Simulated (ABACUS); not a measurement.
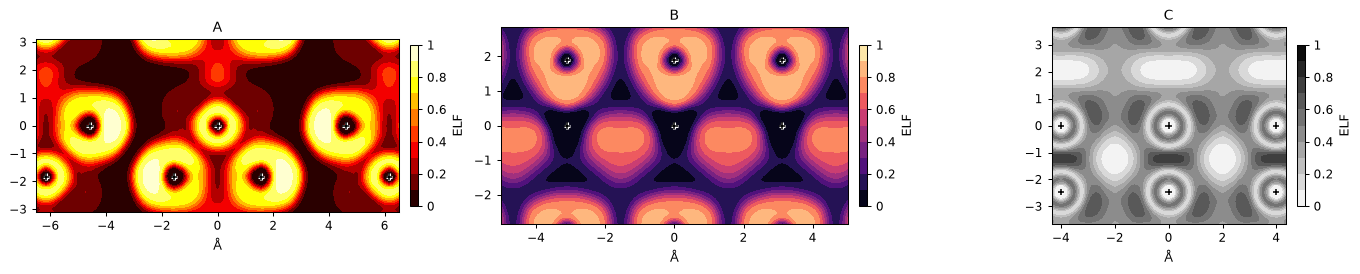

The electron localisation function of 3 systems, each on a plane through atoms (crosses mark nuclei in the plane).

Level of theory: ABACUS, Kohn-Sham DFT of a periodic cell, PBEsol, PseudoDojo NC SR 0.4.1 PBEsol standard.

System 1: Ge, the (100) plane of the conventional cell. Space group P6₃/mmc; a structure from a database of computed crystals, not necessarily the ambient phase.

System 2: MoS$_{2}$, the (110) plane of the conventional cell. Space group P6₃/mmc; not relaxed (largest force 0.3 eV/Å); computed pressure about −3 GPa in this cell.

```cif
data_structure
_symmetry_space_group_name_H-M 'P 1'
_symmetry_Int_Tables_number 1
_cell_length_a 3.1690
_cell_length_b 3.1690
_cell_length_c 12.3240
_cell_angle_alpha 90.000
_cell_angle_beta 90.000
_cell_angle_gamma 120.000
_cell_volume 107.18
loop_
_atom_site_label
_atom_site_type_symbol
_atom_site_fract_x
_atom_site_fract_y
_atom_site_fract_z
_atom_site_occupancy
Mo1 Mo 0.66667 0.33333 0.75000 1
Mo2 Mo 0.33333 0.66667 0.25000 1
S1 S 0.66667 0.33333 0.37700 1
S2 S 0.33333 0.66667 0.87700 1
S3 S 0.66667 0.33333 0.12300 1
S4 S 0.33333 0.66667 0.62300 1
```

System 3: AlN, the (100) plane of the conventional cell. Space group P6₃mc.

Question: Match each panel to its system.

Answer: Panel A is system 2, MoS$_{2}$: the plane holds Mo and S. Mo–S (2.41 Å): the ELF peaks at about 0.85 in the valence shell of S, 0.8 Å from its nucleus, and is about 0.45 at the midpoint. Panel B is system 3, AlN: the plane holds Al and N. Al–N (1.89 Å): the ELF peaks at about 0.90 between the atoms: a shared but strongly polarised pair. Panel C is system 1, Ge: the plane holds Ge. Ge–Ge (2.47 Å): the ELF peaks at about 0.75 between the atoms: localised, covalent bonding.
